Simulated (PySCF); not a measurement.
## Geometry relaxation of CHF3 (charge +1) (part 2 of 2)

CHF3, charge +1, multiplicity 2; HF/6-31G*, UHF (PySCF 2.14.0). The atoms were displaced at random from an optimised geometry. The geometry is that of the parent species in another charge or spin state.

Geometry of the input (Å):
```
F  -0.6407  -0.3171  1.1035
C  0.0209  0.0549  0.0421
F  1.0124  -0.7463  -0.1590
F  -0.7603  -0.0421  -1.0877
H  0.3758  1.0476  0.1331
```

### Output, continued
```
--------------- SecondOrderUHF_Scanner gradients ---------------
         x                y                z
0 F    -0.0002555847    -0.0000077697     0.0000174918
1 C     0.0002493093     0.0002688005    -0.0000687652
2 F     0.0000454880    -0.0000128299    -0.0000869897
3 F    -0.0001139245    -0.0001149138    -0.0000461664
4 H     0.0000747119    -0.0001332871     0.0001844295
----------------------------------------------
cycle 11: E = -336.327243146  dE = -3.81008e-06  norm(grad) = 0.000548001
Step   10 : Displace = 4.180e-03/5.947e-03 (rms/max) Trust = 3.000e-01 (=) Grad = 2.451e-04/3.730e-04 (rms/max) E (change) = -336.3272431459 (-3.810e-06) Quality = 1.550
Hessian Eigenvalues: 1.06816e-02 4.14132e-02 5.00000e-02 ... 6.90483e-01 7.22501e-01 8.72171e-01

Geometry optimization cycle 12
Cartesian coordinates (Angstrom)
 Atom        New coordinates             dX        dY        dZ
   F  -0.586500  -0.337403   1.141812    0.003651 -0.001160  0.006853
   C   0.299450   0.052876   0.401777   -0.000724 -0.001979  0.001189
   F   1.076043  -0.772963  -0.044807    0.000504 -0.001657  0.002795
   F  -1.194806  -0.045990  -1.644879    0.002495  0.007638 -0.005304
   H   0.413920   1.100488   0.178057   -0.005925 -0.002841 -0.005533
converged SCF energy = -336.327248134212  <S^2> = 0.75307014  2S+1 = 2.0030678
--------------- SecondOrderUHF_Scanner gradients ---------------
         x                y                z
0 F    -0.0001832415     0.0000179215     0.0000748790
1 C     0.0002419272     0.0001587682    -0.0000521271
2 F     0.0000353393     0.0000125664    -0.0000488706
3 F    -0.0001095103    -0.0000604090    -0.0001060560
4 H     0.0000154853    -0.0001288471     0.0001321747
----------------------------------------------
cycle 12: E = -336.327248134  dE = -4.98836e-06  norm(grad) = 0.000436984
Step   11 : Displace = 6.878e-03/9.489e-03 (rms/max) Trust = 3.000e-01 (=) Grad = 1.954e-04/2.940e-04 (rms/max) E (change) = -336.3272481342 (-4.988e-06) Quality = 1.390
Hessian Eigenvalues: 1.36312e-02 2.00120e-02 5.00000e-02 ... 6.87463e-01 7.22949e-01 8.67797e-01

Geometry optimization cycle 13
Cartesian coordinates (Angstrom)
 Atom        New coordinates             dX        dY        dZ
   F  -0.584366  -0.338451   1.145984    0.002133 -0.001048  0.004173
   C   0.298149   0.051321   0.401635   -0.001301 -0.001555 -0.000141
   F   1.075957  -0.774264  -0.043369   -0.000085 -0.001301  0.001439
   F  -1.190489  -0.039888  -1.645070    0.004317  0.006102 -0.000192
   H   0.408857   1.098290   0.172778   -0.005064 -0.002198 -0.005279
converged SCF energy = -336.327250580923  <S^2> = 0.75307274  2S+1 = 2.0030704
--------------- SecondOrderUHF_Scanner gradients ---------------
         x                y                z
0 F    -0.0000864566     0.0000089219     0.0000782725
1 C     0.0001166176     0.0000449398    -0.0000333780
2 F     0.0000232596     0.0000132295    -0.0000177886
3 F    -0.0000511787    -0.0000129073    -0.0000728730
4 H    -0.0000022419    -0.0000541838     0.0000457671
----------------------------------------------
cycle 13: E = -336.327250581  dE = -2.44671e-06  norm(grad) = 0.000211136
Step   12 : Displace = 5.301e-03/8.372e-03 (rms/max) Trust = 3.000e-01 (=) Grad = 9.442e-05/1.294e-04 (rms/max) E (change) = -336.3272505809 (-2.447e-06) Quality = 1.260
Hessian Eigenvalues: 1.14416e-02 1.82272e-02 5.00000e-02 ... 6.80518e-01 7.22962e-01 8.66270e-01

Geometry optimization cycle 14
Cartesian coordinates (Angstrom)
 Atom        New coordinates             dX        dY        dZ
   F  -0.584284  -0.338776   1.146183    0.000082 -0.000325  0.000199
   C   0.297489   0.050985   0.401018   -0.000660 -0.000336 -0.000617
   F   1.075680  -0.774557  -0.043457   -0.000277 -0.000293 -0.000089
   F  -1.188258  -0.038484  -1.642895    0.002231  0.001404  0.002175
   H   0.407481   1.097840   0.171110   -0.001376 -0.000450 -0.001668
converged SCF energy = -336.327251052169  <S^2> = 0.75307516  2S+1 = 2.0030728
--------------- SecondOrderUHF_Scanner gradients ---------------
         x                y                z
0 F    -0.0000091471     0.0000043918     0.0000208642
1 C     0.0000277793    -0.0000023341    -0.0000069265
2 F    -0.0000028746     0.0000080898     0.0000006575
3 F    -0.0000091387     0.0000009263    -0.0000213641
4 H    -0.0000066189    -0.0000110737     0.0000067690
----------------------------------------------
cycle 14: E = -336.327251052  dE = -4.71246e-07  norm(grad) = 4.68036e-05
Step   13 : Displace = 1.877e-03/3.287e-03 (rms/max) Trust = 3.000e-01 (=) Grad = 2.093e-05/2.872e-05 (rms/max) E (change) = -336.3272510522 (-4.712e-07) Quality = 1.204
Hessian Eigenvalues: 8.64042e-03 2.00900e-02 5.00000e-02 ... 6.75304e-01 7.22691e-01 8.67303e-01

Geometry optimization cycle 15
Cartesian coordinates (Angstrom)
 Atom        New coordinates             dX        dY        dZ
   F  -0.584601  -0.338768   1.145623   -0.000317  0.000008 -0.000560
   C   0.297372   0.051067   0.400742   -0.000118  0.000081 -0.000276
   F   1.075578  -0.774492  -0.043715   -0.000102  0.000065 -0.000258
   F  -1.187886  -0.038768  -1.641821    0.000372 -0.000285  0.001074
   H   0.407646   1.097971   0.171129    0.000165  0.000131  0.000019
converged SCF energy = -336.327251092876  <S^2> = 0.75307597  2S+1 = 2.0030736
--------------- SecondOrderUHF_Scanner gradients ---------------
         x                y                z
0 F     0.0000006299    -0.0000005938     0.0000051283
1 C    -0.0000008291    -0.0000002865     0.0000003308
2 F    -0.0000016420     0.0000005605    -0.0000022871
3 F     0.0000016918    -0.0000001331    -0.0000026484
4 H     0.0000001493     0.0000004528    -0.0000005236
----------------------------------------------
cycle 15: E = -336.327251093  dE = -4.07076e-08  norm(grad) = 6.82385e-06
```

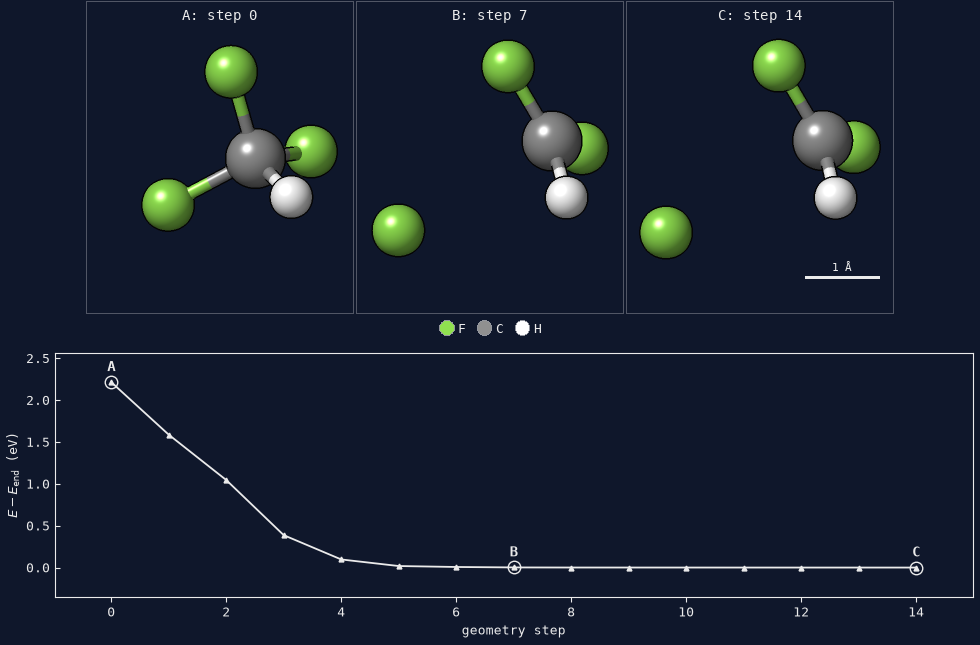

Figure 1. Frames of the relaxation (ball-and-stick view, seen at a tilt) above the curves, on which the letters mark them (steps are counted from 0).

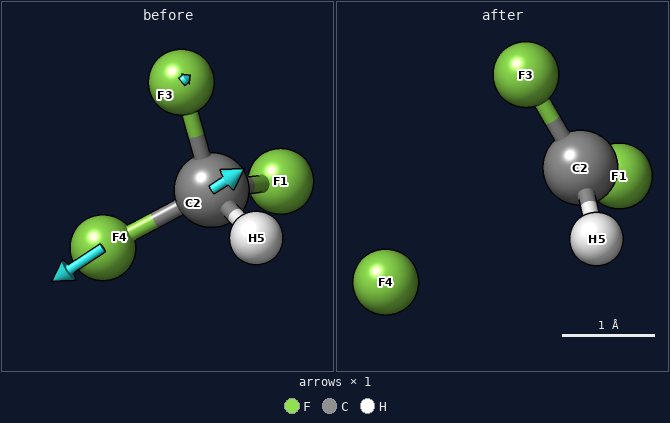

Figure 2. Before (left) and after (right) the relaxation, at one scale (ball-and-stick view, seen at a tilt). The teal arrows give the displacements, at true length. The atom that moves furthest after the best rigid fit is F4 (0.70 Å). By element the largest moves are F 0.70 Å, C 0.45 Å, H 0.07 Å. Among the contacts that change: C2–F4 1.377 → 2.527 Å, F1–C2 1.305 → 1.218 Å, C2–F3 1.291 → 1.218 Å, C2–H5 1.058 → 1.077 Å. Bonds break: C2–F4 (1.38 → 2.53 Å). Among the angles that change: F3–C2–H5 109.8° → 121.0°, F1–C2–H5 111.6° → 121.0°, F1–C2–F3 109.8° → 117.9°. After 14 geometry steps the energy has fallen by 2.215 eV. Largest force component: 6.7 eV/Å at the start, 0.00026 eV/Å at the end. (Atoms are counted from 1 in the order of the input.)

```
Step   14 : Displace = 6.308e-04/1.136e-03 (rms/max) Trust = 3.000e-01 (=) Grad = 3.052e-06/5.201e-06 (rms/max) E (change) = -336.3272510929 (-4.071e-08) Quality = 1.114
Hessian Eigenvalues: 8.64042e-03 2.00900e-02 5.00000e-02 ... 6.75304e-01 7.22691e-01 8.67303e-01
Converged! =D

converged: True
F          -0.58460104       -0.33876816        1.14562345
C           0.29737160        0.05106655        0.40074217
F           1.07557801       -0.77449177       -0.04371518
F          -1.18788616       -0.03876832       -1.64182086
H           0.40764558        1.09797071        0.17112942

WARN: HOMO -0.518610174637818 >= LUMO -0.518610174637818

converged SCF energy = -336.326937722035  <S^2> = 0.75307439  2S+1 = 2.003072
total energy: -336.32693772 hartree
frequencies (1/cm) [  93.9  117.9  227.6  710.7 1205.9 1438.7 1505.2 1821.8 3454.2]
temperature 298.1500 [K]
pressure 101325.00 [Pa]
Rotational constants [GHz] 10.76401 5.02116 3.70125
Symmetry number 1
Zero-point energy (ZPE) 0.02409 [Eh]   63257.163 [J/mol]
                           tot       elec      trans        rot        vib
Entropy [J/mol/K]       309.177      5.763    161.734    104.135     37.545
Cv [J/mol/K]             53.757      0.000     12.472     12.472     28.813
Cp [J/mol/K]             62.071      0.000     20.786     12.472     28.813
Internal energy [J/mol]                      3718.434   3718.434  68779.277
Internal energy [Eh]   -336.29791  -336.32694
Enthalpy [J/mol]                             6197.391   3718.434  68779.277
Enthalpy [Eh]          -336.29696
Gibbs free energy [J/mol]                  -42023.681 -27329.397  57585.315
Gibbs free energy [Eh] -336.33207
```

### Trajectory as extended XYZ (Å, eV, eV/Å), 15 frames, from step=0 to step=14
```
5
Properties=species:S:1:pos:R:3:forces:R:3 step=0 energy=-9149.71594
F    -0.6407   -0.3171    1.1035   -0.1366   0.5105  -2.0804
C     0.0209    0.0549    0.0421    3.9705  -2.2693   6.6701
F     1.0124   -0.7463   -0.1590   -0.6518   0.1053  -0.5591
F    -0.7603   -0.0421   -1.0877   -2.6420   0.0530  -3.1072
H     0.3758    1.0476    0.1331   -0.5401   1.6006  -0.9234
5
Properties=species:S:1:pos:R:3:forces:R:3 step=1 energy=-9150.34358
F    -0.6832   -0.3333    1.0593    0.9462   0.1677  -0.4072
C     0.1077    0.0355    0.1266    2.0527  -0.7585   3.0475
F     1.0306   -0.8034   -0.1763   -0.8947   1.0565   0.6305
F    -0.7665   -0.0059   -1.0430   -2.4366  -0.1048  -3.4731
H     0.3195    1.1041    0.0652    0.3325  -0.3608   0.2023
5
Properties=species:S:1:pos:R:3:forces:R:3 step=2 energy=-9150.88514
F    -0.6559   -0.3426    1.0540   -0.0742  -0.2245   0.3083
C     0.1376    0.0215    0.1690    2.0546   1.0489   1.9045
F     1.0378   -0.7984   -0.1308   -0.5093   0.4108   0.0075
F    -0.8356    0.0137   -1.1193   -1.6294  -0.2680  -2.4323
H     0.3241    1.1028    0.0591    0.1583  -0.9672   0.2120
5
Properties=species:S:1:pos:R:3:forces:R:3 step=3 energy=-9151.54379
F    -0.6335   -0.3591    1.0402   -1.2864  -0.2197   1.6860
C     0.2321    0.0464    0.3074    0.1058   1.7002  -0.2192
F     1.0071   -0.7709   -0.1041    1.9819  -1.4029  -0.6326
F    -0.9436   -0.0066   -1.2707   -1.0473  -0.0924  -1.4564
H     0.3460    1.0872    0.0592    0.2459   0.0148   0.6222
5
Properties=species:S:1:pos:R:3:forces:R:3 step=4 energy=-9151.83389
F    -0.6219   -0.3229    1.0948   -0.2557  -0.4556  -0.0492
C     0.2436    0.0404    0.3187    0.5488   0.6978   1.0145
F     1.0643   -0.7561   -0.0848    0.0787  -0.7505  -0.2838
F    -1.0778   -0.0432   -1.4508   -0.2298  -0.0298  -0.3361
H     0.3999    1.0788    0.1540   -0.1421   0.5381  -0.3454
5
Properties=species:S:1:pos:R:3:forces:R:3 step=5 energy=-9151.91250
F    -0.6154   -0.3355    1.0976    0.1882   0.0096   0.0989
C     0.2896    0.0563    0.3786   -0.2518  -0.2498  -0.1787
F     1.0612   -0.7720   -0.0761    0.0371   0.0613   0.1687
F    -1.1289   -0.0518   -1.5246   -0.1125   0.0040  -0.1770
H     0.4017    1.1000    0.1565    0.1389   0.1749   0.0881
5
Properties=species:S:1:pos:R:3:forces:R:3 step=6 energy=-9151.92389
F    -0.6046   -0.3387    1.1070   -0.0374   0.0582   0.0771
C     0.2885    0.0573    0.3784    0.0106  -0.0604   0.0418
F     1.0636   -0.7732   -0.0634    0.0731   0.0577  -0.0297
F    -1.1525   -0.0567   -1.5600   -0.0619   0.0052  -0.1022
H     0.4131    1.1083    0.1699    0.0157  -0.0607   0.0130
5
Properties=species:S:1:pos:R:3:forces:R:3 step=7 energy=-9151.92922
F    -0.5989   -0.3363    1.1188   -0.0507  -0.0163   0.0660
C     0.2950    0.0559    0.3908    0.0314   0.1346  -0.0147
F     1.0703   -0.7699   -0.0563    0.0576  -0.0519  -0.0253
F    -1.1801   -0.0598   -1.6027   -0.0191   0.0072  -0.0383
H     0.4218    1.1071    0.1813   -0.0191  -0.0736   0.0123
5
Properties=species:S:1:pos:R:3:forces:R:3 step=8 energy=-9151.93029
F    -0.5945   -0.3358    1.1270    0.0058   0.0050   0.0094
C     0.2989    0.0564    0.3971    0.0060  -0.0124   0.0048
F     1.0739   -0.7702   -0.0514   -0.0010   0.0057   0.0032
F    -1.1937   -0.0592   -1.6264   -0.0004   0.0077  -0.0098
H     0.4234    1.1058    0.1857   -0.0104  -0.0060  -0.0077
5
Properties=species:S:1:pos:R:3:forces:R:3 step=9 energy=-9151.93041
F    -0.5924   -0.3357    1.1306    0.0085   0.0004   0.0065
C     0.3000    0.0558    0.3992   -0.0059  -0.0139   0.0013
F     1.0749   -0.7705   -0.0495   -0.0006   0.0017   0.0043
F    -1.1968   -0.0573   -1.6340    0.0039   0.0072  -0.0023
H     0.4224    1.1048    0.1857   -0.0058   0.0047  -0.0098
5
Properties=species:S:1:pos:R:3:forces:R:3 step=10 energy=-9151.93052
F    -0.5902   -0.3362    1.1350    0.0131   0.0004  -0.0009
C     0.3002    0.0549    0.4006   -0.0128  -0.0138   0.0035
F     1.0755   -0.7713   -0.0476   -0.0023   0.0007   0.0045
F    -1.1973   -0.0536   -1.6396    0.0059   0.0059   0.0024
H     0.4198    1.1033    0.1836   -0.0038   0.0069  -0.0095
5
Properties=species:S:1:pos:R:3:forces:R:3 step=11 energy=-9151.93065
F    -0.5865   -0.3374    1.1418    0.0094  -0.0009  -0.0039
C     0.2994    0.0529    0.4018   -0.0124  -0.0082   0.0027
F     1.0760   -0.7730   -0.0448   -0.0018  -0.0006   0.0025
F    -1.1948   -0.0460   -1.6449    0.0056   0.0031   0.0055
H     0.4139    1.1005    0.1781   -0.0008   0.0066  -0.0068
5
Properties=species:S:1:pos:R:3:forces:R:3 step=12 energy=-9151.93072
F    -0.5844   -0.3385    1.1460    0.0044  -0.0005  -0.0040
C     0.2981    0.0513    0.4016   -0.0060  -0.0023   0.0017
F     1.0760   -0.7743   -0.0434   -0.0012  -0.0007   0.0009
F    -1.1905   -0.0399   -1.6451    0.0026   0.0007   0.0037
H     0.4089    1.0983    0.1728    0.0001   0.0028  -0.0024
5
Properties=species:S:1:pos:R:3:forces:R:3 step=13 energy=-9151.93073
F    -0.5843   -0.3388    1.1462    0.0005  -0.0002  -0.0011
C     0.2975    0.0510    0.4010   -0.0014   0.0001   0.0004
F     1.0757   -0.7746   -0.0435    0.0001  -0.0004   0.0000
F    -1.1883   -0.0385   -1.6429    0.0005   0.0000   0.0011
H     0.4075    1.0978    0.1711    0.0003   0.0006  -0.0003
5
Properties=species:S:1:pos:R:3:forces:R:3 step=14 energy=-9151.93073
F    -0.5846   -0.3388    1.1456    0.0000   0.0000  -0.0003
C     0.2974    0.0511    0.4007    0.0000   0.0000   0.0000
F     1.0756   -0.7745   -0.0437    0.0001   0.0000   0.0001
F    -1.1879   -0.0388   -1.6418   -0.0001   0.0000   0.0001
H     0.4076    1.0980    0.1711    0.0000   0.0000   0.0000
```

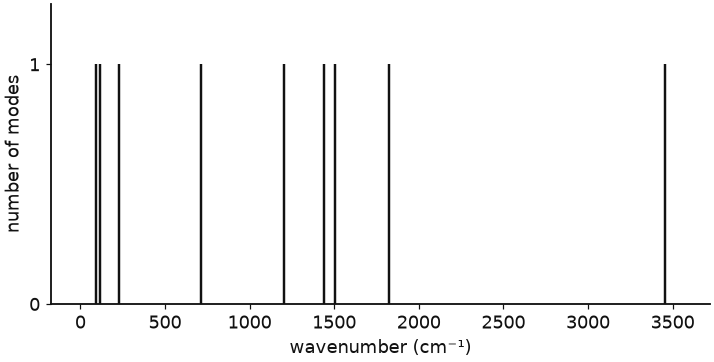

Figure 3. Harmonic vibrational wavenumbers from the force constants; neighbouring modes closer than 15 cm⁻¹ are counted in one stick. 9 modes from 94 to 3454 cm⁻¹, none imaginary.

### Key numbers

- outcome: converged
- total energy: −336.326938 hartree
- basis functions: 58
- ⟨S²⟩: 0.753
- zero-point energy: 0.024093 hartree
- wavenumbers, lowest and highest: 94 and 3454 cm⁻¹
- wall time: 36 s
- peak memory: 0.15 GiB

Further notes kept with the run: dipole of an ion depends on the origin.
